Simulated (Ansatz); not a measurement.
```yaml
crystal:
  lattice:
    - [3.07297, 0.00000, 0.00000]
    - [-1.53648, 2.71558, 0.00000]
    - [0.00000, 0.00000, 32.41157]
  atoms:
    - { symbol: S, position: [0.99772, 0.99543, 0.44987] }
    - { symbol: Mo, position: [0.66667, 0.33333, 0.50000] }
    - { symbol: S, position: [0.33562, 0.67123, 0.55013] }
```

Changed on purpose from its base cell (strain along x -0.020, atoms relaxed); computed without spin polarisation.

These are results of DFT PBE+D3(BJ), scalar-relativistic, plane waves, PAW in Ansatz, not measurements.

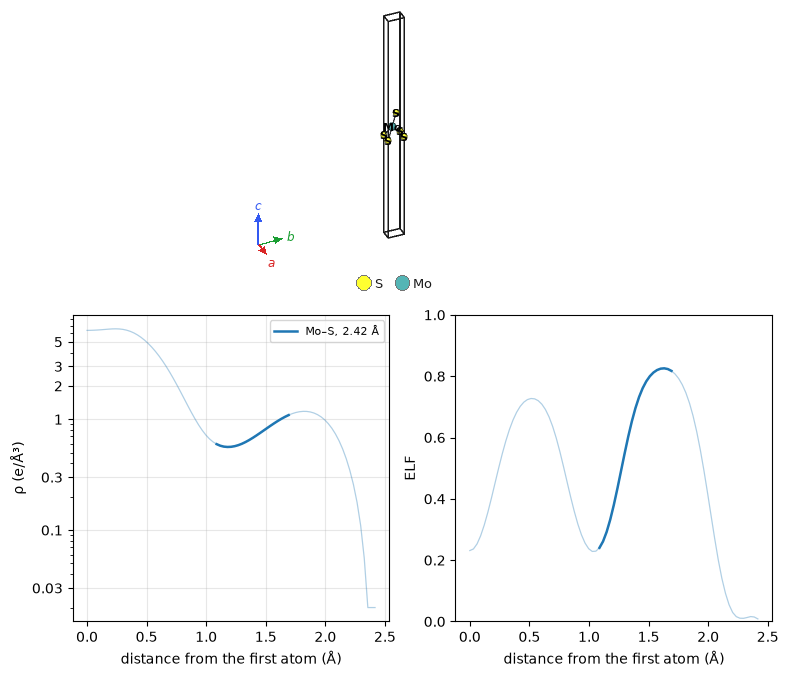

MoS2 (slab). Valence pseudo-density and ELF along straight lines between neighbouring atoms. Thin, pale parts lie inside the atomic spheres. The structure is drawn too.

Core electrons are frozen (PAW), and the valence fields are smoothed inside the atomic spheres.

What can be read from the curves?

Answer. Mo–S (2.42 Å): ρ at the midpoint is about 0.56 e/Å³; the ELF peaks at about 0.85 in the valence shell of S, 0.8 Å from its nucleus, and is about 0.40 at the midpoint.
